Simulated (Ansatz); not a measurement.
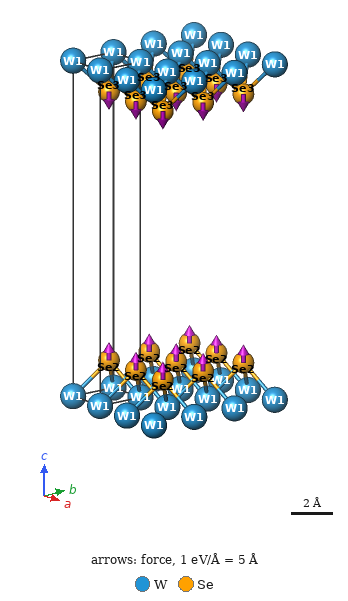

Starting geometry of solid WSe2 (built on the database structure type) with the computed forces as purple arrows. Style: ball-and-stick. Shown: the cell of the calculation, repeated 3 × 3 × 1 with one cell outlined, slightly off an axis.

Level of theory: DFT, PBE-D3(BJ), plane waves, PAW (Ansatz 0.2.0). (plane-wave cutoff 420 eV; k-point mesh 12 × 12 × 2; occupations fermi dirac; smearing width 0.02 eV; no spin polarisation; cell and atoms relaxed; force threshold 0.005 eV/Å)

**What follows when this structure is relaxed?**

It isn't relaxed: the largest force vector, on Se atoms, is 0.18 eV/Å. The atoms end up moving mostly along the starting forces (cosine between the two patterns 1.00). After 24 accepted moves (26 points after the start) the energy has fallen by 75.9 meV per atom. The largest force component goes from 0.18 to 0.0029 eV/Å. The pressure goes from −0.22 to −0.02 GPa. The line search rejected the trial step at point 1 of the run. At 1 point the geometry stayed and the basis and grid were re-selected for the new cell (energy shift of 0.7 meV per atom at most each time). The largest moves relative to the cell, 0.98 Å, are those of Se2 and Se3. Se3 goes along −c. W stays in place. The drawn cell changes as follows: a = b 3.318 → 3.278 Å (−1.2 %), c 16.658 → 7.057 Å (−57.6 %); the volume changes by −58.7 %. The space group stays P-6m2 (No. 187). The run took 2.1 min on 2 threads of Arm Neoverse V2, on a shared host, peak memory 0.47 GiB.
